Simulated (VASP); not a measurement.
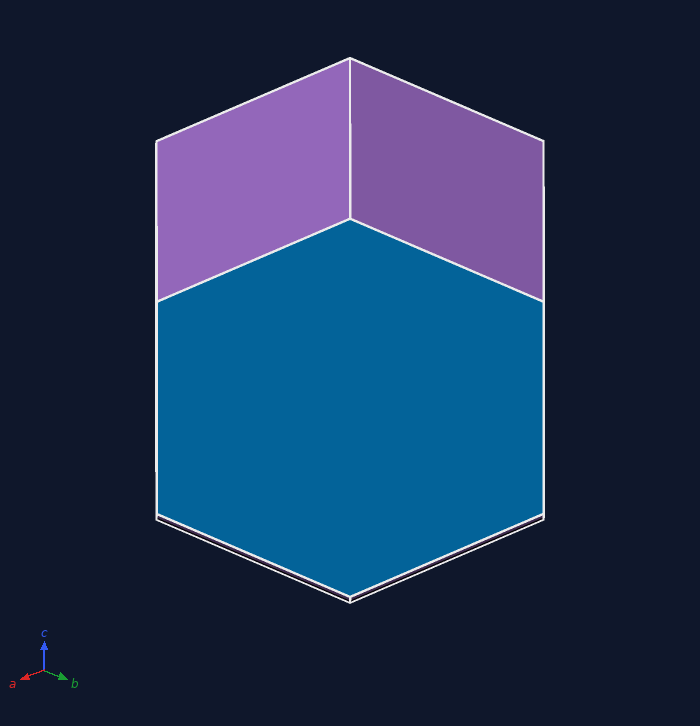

BFDH (Bravais–Friedel–Donnay–Harker) growth shape, computed from the cell and space group alone: each face lies at a distance from the centre proportional to 1/d(hkl), with d taken for the first order that the space group does not extinguish. It ignores bonding, solvent and kinetics. Faces of one form share a colour. Cell of HfO2: space group P4_2/mnm (No. 136), a = 4.861 Å, b = 4.861 Å, c = 3.223 Å, α = 90.00°, β = 90.00°, γ = 90.00°. Source: the geometry relaxed with VASP Kohn-Sham DFT of a periodic cell, PBE, VASP PAW PBE potentials, minimal in VASP 6.6.1. Forms under 0.4 % of the area are left out.

Index the forms that can be seen.

blue: {110} (d = 3.44 Å, 58 % of the area); purple: {101} (d = 2.69 Å, 42 % of the area).
